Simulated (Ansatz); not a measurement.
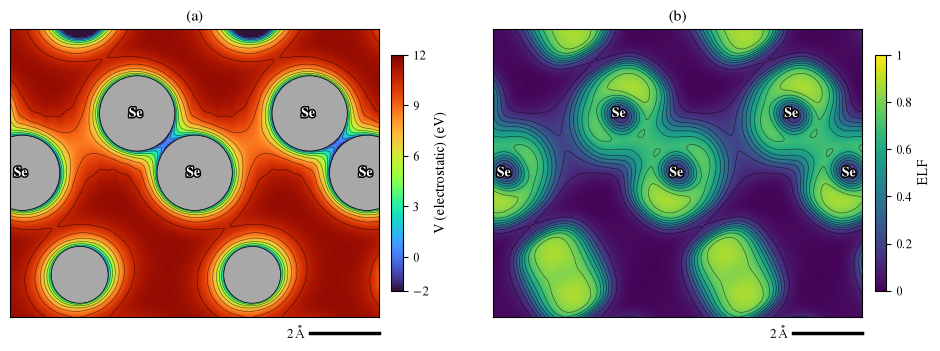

The picture shows: Se. (a) electrostatic potential (local pseudopotential plus Hartree) felt by an electron; (b) ELF on the (110) plane of the conventional cell. Grey discs cover the atomic cores in the potential map.

Space group P3₁21.

The calculation used Kohn-Sham DFT of a periodic cell, PBEsol, Ansatz PAW in Ansatz.

```
CELL_PARAMETERS angstrom
4.36620 0.00000 0.00000
-2.18310 3.78124 0.00000
0.00000 0.00000 4.95360
ATOMIC_POSITIONS crystal
Se 0.77460 0.77460 0.00000
Se 0.00000 0.22540 0.66667
Se 0.22540 0.00000 0.33333
```

What do the fields say about this system?

- Atoms in the plane: Se.
- Atoms just off the plane (Se, 0.7 Å away) can leave unmarked features too.
- Se–Se (2.37 Å): the ELF peaks at about 0.70 between the atoms.
- The ELF also peaks beside Se, away from the bonds: lone-pair regions.
- Outside the cores the potential energy rises away from the atoms and is highest about 2.3 Å from the nearest atoms; its zero is arbitrary.

Does the calculation make it a metal, or give it a gap?

It is gapped, with a Kohn–Sham gap of 1.1 eV on the k-point mesh (the band edges may lie off the mesh, which would make the gap smaller).
